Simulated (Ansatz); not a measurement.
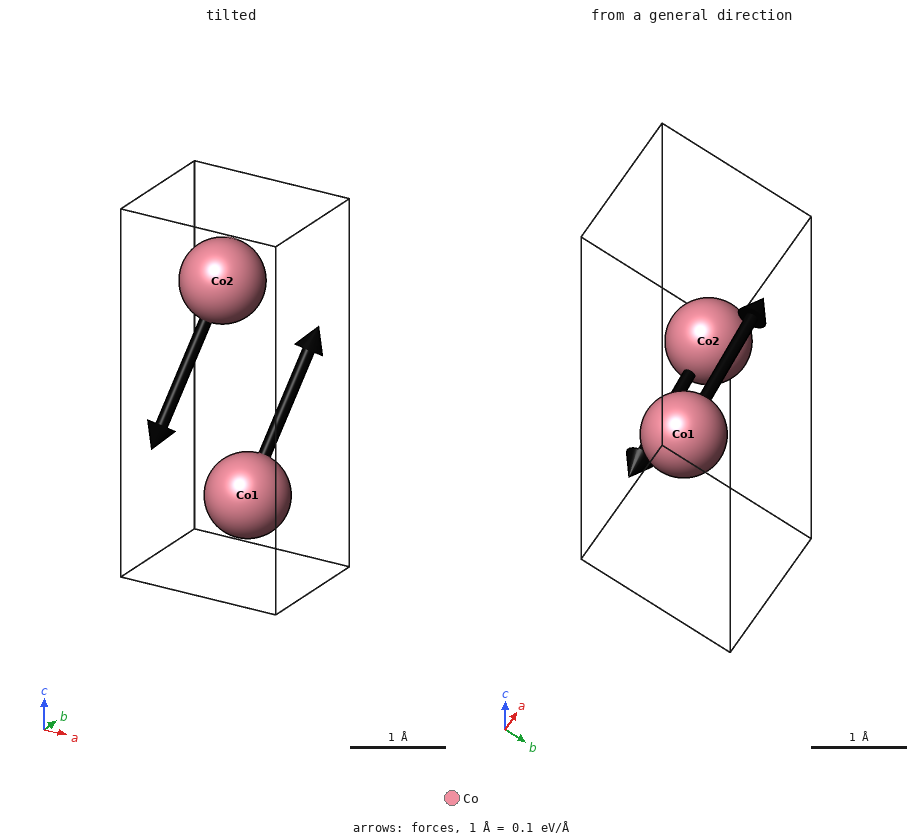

This spheres-only model is shown slightly off an axis and from a general direction. Atoms at the boundary of the simulation cell (the box) are drawn once for each face, edge or corner they touch. The arrows are the computed forces on the atoms.

System: Co. Run with DFT PBEsol, scalar-relativistic, plane waves, PAW in Ansatz 0.2.0 and these settings: a basis cut at 420 eV, k-grid 18×18×8, Gaussian smearing of 0.15 eV, collinear spins.

> Is this an equilibrium geometry?

No. The atoms still feel forces of up to about 0.15 eV/Å, above a usual threshold of 0.01 to 0.03 eV/Å.

> Which atom carries the strongest force?

Co1 and Co2, about 0.15 eV/Å.

Source of the structure: a structure listed in the Materials Project. The cell was then strained or its atoms displaced on purpose. Ansatz was used for an electronic-structure calculation on it.
